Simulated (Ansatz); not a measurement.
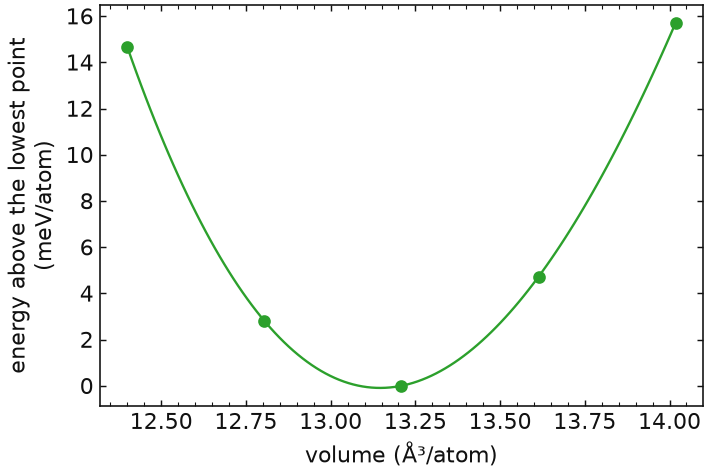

The figure shows the energy above the lowest point against volume.

Calculation (Ansatz 0.2.0 development build): equation of state of a cubic crystal from periodic Kohn-Sham density functional theory without spin, third-order Birch-Murnaghan fit to the free energies; pressure corrected for the finite basis. Level: r2SCAN.

For which of these solids was it computed?
A. ClO, Fm-3m (No. 225)
B. CeO, Fm-3m (No. 225)
C. Re, Fm-3m (No. 225)

Answer. A, ClO: energy above the lowest point from 0.0 meV/atom to 15.7 meV/atom, V0 13.15 Å³/atom, B0 99.4 GPa. The others give: Re, energy above the lowest point from 0.0 meV/atom to 82.0 meV/atom, V0 14.76 Å³/atom, B0 385 GPa; CeO, energy above the lowest point from 0.0 meV/atom to 39.6 meV/atom, V0 15.33 Å³/atom, B0 157 GPa.

For CeO, limits of the calculation: open f shell treated without spin; open f shell, state may not be the lowest.

For ClO, limits of the calculation: cubic model structure, not the ambient form; modest k-mesh, values are not fully converged in k; no spin polarisation, a magnetic state may lie lower.

For Re, limits of the calculation: cubic model structure, not the ambient form.
